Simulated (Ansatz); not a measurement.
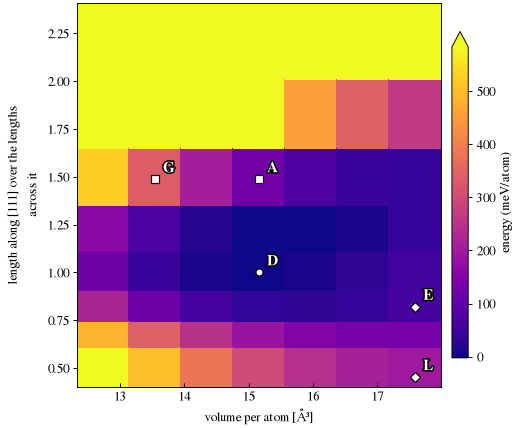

Zn (Fm-3m, No. 225; 1 atom in the cell). The energy is mapped over volume and the cell's shape. The first coordinate is: volume per atom; the second: length along [111] over the lengths across it, relative to the cubic cell. Nothing is relaxed (symmetry fixes all fractional coordinates). Grid: 7 × 9 points. Points are written as (first, second). All energies are given in meV/atom relative to the relaxed crystal. The calculation used DFT PBE, scalar-relativistic, plane waves, PAW in Ansatz. Settings: cutoff 520 eV, k-mesh 22×22×22, gaussian smearing 0.15 eV, no spin polarisation.

Drawn: one coloured cell a grid point, one colour for all values above the top of the scale, lettered points.

> Rank the lettered points by energy, lowest first.

D (0 meV/atom), E (63 meV/atom), A (124 meV/atom), L (198 meV/atom), G (336 meV/atom).

> Which space group has the cell at each letter?

A: R-3m; D: Fm-3m; E: R-3m; G: R-3m; L: R-3m.
